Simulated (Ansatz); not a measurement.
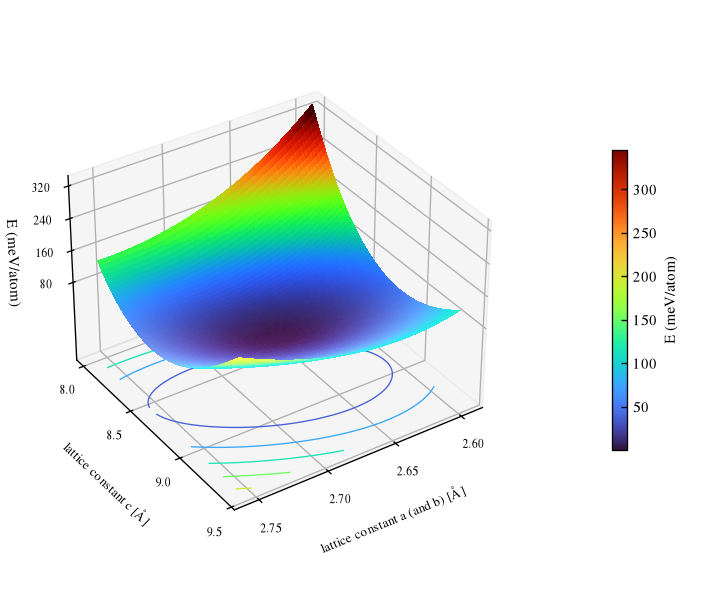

Energy landscape of Rh (P6_3/mmc, No. 194; 4 atoms in the cell). The energy is mapped over the lattice constants a and c of the conventional cell. Coordinates scanned: (1) lattice constant a (and b); (2) lattice constant c. Nothing is relaxed (symmetry fixes all fractional coordinates). The grid has 7 × 7 points. Points are written as (first, second). All energies are given in meV/atom relative to the lowest grid point. The calculation used Ansatz, DFT PBEsol, scalar-relativistic, plane waves, PAW. Settings: cutoff 420 eV, k-mesh 18×18×6 in the order of the run's cell vectors, gaussian smearing 0.15 eV, no spin polarisation.

In the figure: a relief with its contours projected below, any walls above the top of the colour scale cut off. Between grid points the surface is interpolated. 

Q: Where are the wells?

A: The lowest grid point is at (2.676 Å, 8.728 Å). It is the only kind of minimum in the scanned range. The highest grid point, (2.595 Å, 8.029 Å), lies 345 meV/atom above the lowest. Round the minimum the valley is somewhat tilted: raising lattice constant a (and b) shifts the best value of lattice constant c downwards (coupling k₁₂/√(k₁₁k₂₂) about 0.4).

The values on the grid:

```csv
"lattice constant c ↓, lattice constant a (and b) →",2.595,2.622,2.649,2.676,2.702,2.729,2.756
9.426,120,105,105,117,140,173,214
9.193,75,55,49,56,74,102,139
8.960,53,26,14,15,27,50,82
8.728,61,26,6,0,6,22,47
8.495,106,62,33,18,15,23,41
8.262,197,141,102,76,63,62,70
8.029,345,275,222,184,159,145,142
```

The input of one point:

```yaml
crystal:
  lattice:
    - [2.6755648908, 0.0, 0.0]
    - [-1.3377824454, 2.3171071649, 0.0]
    - [0.0, 0.0, 8.7275109659]
  atoms:
    - { symbol: Rh, position: [0.0, 0.0, 0.0] }
    - { symbol: Rh, position: [0.3333333333, 0.6666666667, 0.25] }
    - { symbol: Rh, position: [0.0, 0.0, 0.5] }
    - { symbol: Rh, position: [0.6666666667, 0.3333333333, 0.75] }
basis:
  ecutwfc: 420
kpoints:
  mp_grid: { grid: [18, 18, 6] }
hamiltonian:
  xc: pbesol
  pseudopotentials: { kind: paw, azcp: { folder: soft_1 } }
scf:
  occupations: { method: gaussian, width: 0.15 }
output:
  forces: true
  stress: true
  eigenvalues: true
```

Time for the 49 points that were run: 8 min on 2 threads of Arm Neoverse V1 (shared host).
